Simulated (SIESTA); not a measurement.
**A series of single points on CdS**

System: CdS (P6₃mc, 4 atoms in the cell).
Method: Kohn-Sham DFT of a periodic cell, PBE, PseudoDojo 0.4 standard, converted to PSML, no spin polarisation (SIESTA 5.4.2).

The 7 runs differ only in the geometry, by an even scaling of the cell at fixed fractional positions. The structure derives from an entry of the Crystallography Open Database.

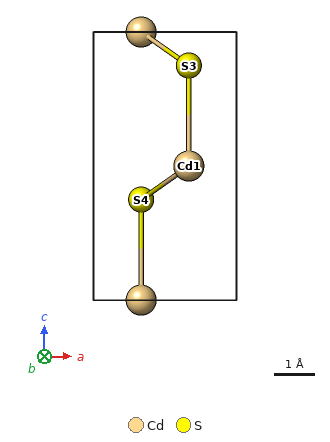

Figure 1. The structure of run 4 (ball-and-stick view of the cell of the calculation, along the b axis; atoms are numbered from 1 in the order of the input).

### Input of run 4
```
SystemName                      Greenockite
SystemLabel                     CdS
NumberOfSpecies                 2
NumberOfAtoms                   4
%block ChemicalSpeciesLabel
  1  48 Cd
  2  16 S
%endblock ChemicalSpeciesLabel

LatticeConstant                 1.0 Ang
%block LatticeVectors
     4.1500000000     0.0000000000     0.0000000000
    -2.0750000000     3.5940054257     0.0000000000
     0.0000000000     0.0000000000     6.7370000000
%endblock LatticeVectors
AtomicCoordinatesFormat         Fractional
%block AtomicCoordinatesAndAtomicSpecies
     0.6666666667     0.3333333333     0.5000000000  1  Cd
     0.3333333333     0.6666666667     0.0000000000  1  Cd
     0.6666666667     0.3333333333     0.8750000000  2  S
     0.3333333333     0.6666666667     0.3750000000  2  S
%endblock AtomicCoordinatesAndAtomicSpecies

%block kgrid.MonkhorstPack
    7   0   0  0.0
    0   7   0  0.0
    0   0   4  0.0
%endblock kgrid.MonkhorstPack
XC.Functional                   GGA
XC.Authors                      PBE
PAO.BasisSize                   TZDP
PAO.EnergyShift                 0.002 Ry
Mesh.Cutoff                     800 Ry
OccupationFunction              FD
ElectronicTemperature           0.05 eV
MaxSCFIterations                120
SCF.MustConverge                false
SCF.Mixer.Method                Pulay
SCF.Mixer.Weight                0.25
SCF.Mixer.History               8
SCF.DM.Tolerance                5.0e-05
SCF.H.Tolerance                 1.0e-03 eV
WriteForces                     true
Charge.Mulliken                 end
%block PAO.PolarizationScheme
  Cd non-perturbative
  S non-perturbative
%endblock PAO.PolarizationScheme
```

Command:
```bash
siesta < CdS.fdf > CdS.out 2>&1
```

Run 5 differs from it as follows:
```diff
-     4.1500000000     0.0000000000     0.0000000000
-    -2.0750000000     3.5940054257     0.0000000000
-     0.0000000000     0.0000000000     6.7370000000
+     4.1774842447     0.0000000000     0.0000000000
+    -2.0887421223     3.6178074798     0.0000000000
+     0.0000000000     0.0000000000     6.7816171943
```

### Results, with one run withheld

```tsv
run	volume per atom (Å³)	free energy per atom, from the lowest run given (meV)	pressure (GPa)	gap on the mesh (eV)
1	23.614	57.98	7.64	1.59
2	24.116	36.83	5.90	1.53
3	24.618	20.94	4.26	1.48
4	25.121	9.88	2.85	1.42
5	25.623	?	?	?
6	26.126	0.00	0.37	1.30
7	26.628	0.48	−0.67	1.25
```

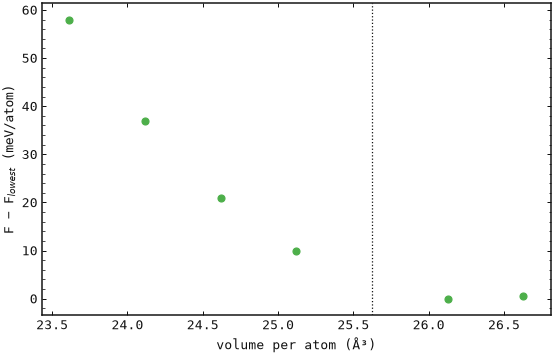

Figure 2. Free energy per atom of the runs given; the dotted line marks run 5.

Estimate the energy of run 5 from the others.

A cubic polynomial in V^(−2/3) (the Birch–Murnaghan form), fitted to the 6 runs given, misses them by at most 0.03 meV per atom. With x = V^(−2/3) − 0.11696 Å⁻², it reads F = 12.109 + 6338.1 x + 8.2425e+05 x² + 2.073e+06 x³ (meV per atom). At run 5 it gives 3.02 meV per atom, and the run itself gives 2.99. The slope of the fit gives a pressure −dF/dV of 1.55 GPa there, and the run prints 1.57 GPa. The fit has its minimum at 26.306 Å³ per atom, where V d²F/dV² gives 55.4 GPa. Cell shape and fractional positions are held, so this is the stiffness under even scaling; the relaxed bulk modulus wasn't computed. The gap on the mesh goes, without turning, from 1.59 eV in run 1 to 1.25 eV in run 7; run 5 has 1.36 eV. These are gaps of this functional on this mesh, which can miss the band edges; they aren't the measured gap.

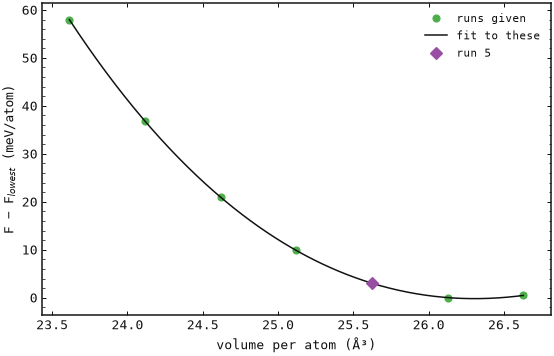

Figure 3. The fit and the withheld run.

### Some lines of the output (run 5)
```
[...]
outcell: Cell volume (Ang**3)        :    102.4928
stepf: Fermi-Dirac step function
siesta: Etot    =    -10141.186460
siesta: FreeEng =    -10141.186460
        iscf     Eharris(eV)        E_KS(eV)     FreeEng(eV)     dDmax    Ef(eV) dHmax(eV)
siesta: E_KS(eV) =           -10144.5923
siesta: E_KS - E_eggbox =    -10144.5923
siesta: Etot    =    -10144.592255
siesta: FreeEng =    -10144.592255
siesta:         Fermi =      -4.479070
siesta: Cell volume =        102.492844 Ang**3
    Orbital volume contribution        =           4.616046 eV
```

Notes: Points of doubt noted for this run: mulliken charges of long orbitals. With a small basis of atomic orbitals these values can differ much from converged plane-wave results.
